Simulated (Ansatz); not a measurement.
System: SiC.

```yaml
crystal:
  lattice:
    - [-1.54919, 2.68328, 0.00000]
    - [3.09839, 0.00000, 0.00000]
    - [0.00000, 0.00000, -10.91055]
  atoms:
    - { symbol: Si, position: [0.00000, 0.00000, 0.83465] }
    - { symbol: Si, position: [0.33333, 0.66667, 0.50132] }
    - { symbol: Si, position: [0.66667, 0.33333, 0.16798] }
    - { symbol: C, position: [0.33333, 0.66667, 0.83196] }
    - { symbol: C, position: [0.66667, 0.33333, 0.49862] }
    - { symbol: C, position: [0.00000, 0.00000, 0.16529] }
```

Space group R3m; a structure generated by program, which may or may not match a known phase.

These are results of Ansatz, DFT PBE, scalar-relativistic, plane waves, PAW, not measurements.

**Predict the valence pseudo-density and electron localisation function between the atoms.**

Si–C (1.79 Å): the density is about 1 e/Å³ at the midpoint; the ELF peaks at about 0.95 between the atoms (localised, covalent bonding).
Bader's partition of the density gives Si +2.67 and C −2.67 e.

**Does the calculation make it a metal, or give it a gap?**

It is gapped, with a Kohn–Sham gap of 1.8 eV on the k-point mesh, an upper bound to the gap of this method.

**Which way does charge flow, and how much by Bader's partition?**

Electrons move from Si towards C. Bader charges: Si +2.67 and C −2.67 e.

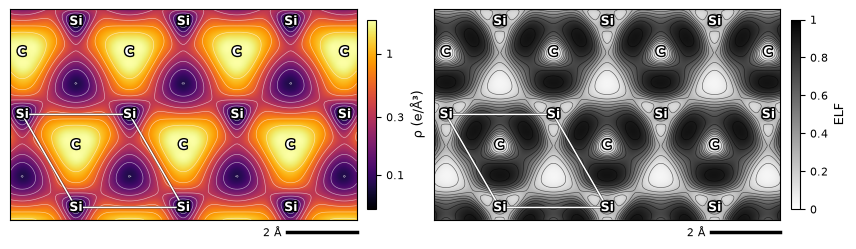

Computed valence pseudo-density and electron localisation function on the (001) plane of the conventional cell, in this order. 

The density is the valence pseudo-density of a PAW calculation; it isn't the true density close to the nuclei.
